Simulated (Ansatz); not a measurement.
GaO2 (P6_3/mmc, No. 194): the end point of a relaxation (final pressure about 62 GPa) with DFT, PAW plane waves, r2scan (Ansatz 0.2.0); the starting structure was generated, so it need not be a known form of this composition.

```cif
data_structure
_symmetry_space_group_name_H-M 'P 1'
_symmetry_Int_Tables_number 1
_cell_length_a 5.1670
_cell_length_b 5.1670
_cell_length_c 8.4583
_cell_angle_alpha 90.000
_cell_angle_beta 90.000
_cell_angle_gamma 120.000
_cell_volume 195.57
loop_
_atom_site_label
_atom_site_type_symbol
_atom_site_fract_x
_atom_site_fract_y
_atom_site_fract_z
_atom_site_occupancy
Ga1 Ga 0.33333 0.66667 0.56294 1
Ga2 Ga 0.66667 0.33333 0.06294 1
Ga3 Ga 0.33333 0.66667 0.93706 1
Ga4 Ga 0.66667 0.33333 0.43706 1
O1 O 0.33333 0.66667 0.75000 1
O2 O 0.66667 0.33333 0.25000 1
O3 O 0.50000 0.00000 0.50000 1
O4 O 0.50000 0.50000 0.00000 1
O5 O 0.00000 0.50000 0.50000 1
O6 O 0.50000 0.00000 0.00000 1
O7 O 0.50000 0.50000 0.50000 1
O8 O 0.00000 0.50000 0.00000 1
```

Q: What will a projected-potential map along [001] show? Computed as the sum of neutral-atom potentials (tabulated electron scattering factors, B = 0.8 Å²) projected along the beam and smoothed by 0.25 Å; brighter is more positive. The display is stretched by a gamma of 0.7; percentages refer to the linear signal.

A: The columns repeat on a hexagonal net with a repeat of 5.17 Å (plane group p6mm). The brightest columns hold 2 Ga + 1 O per repeat; in falling brightness follow 2 O (about 30 %). Brightness is counted from the darkest point of the image. The closest visible columns (O and 2 Ga + O) are 1.49 Å apart in projection. Along the beam the structure repeats every 8.46 Å.

```json
{"column": "2 Ga + O", "atoms along the beam per repeat": "2 Ga, 1 O", "peak brightness": "100 %"}
{"column": "O", "atoms along the beam per repeat": "2 O", "peak brightness": "30 %"}
```

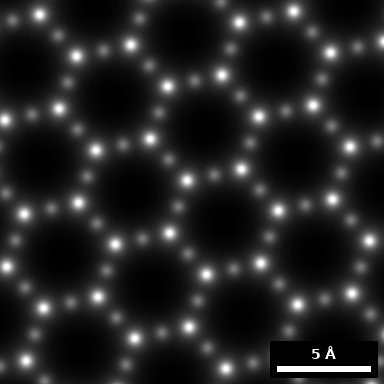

The simulated image.
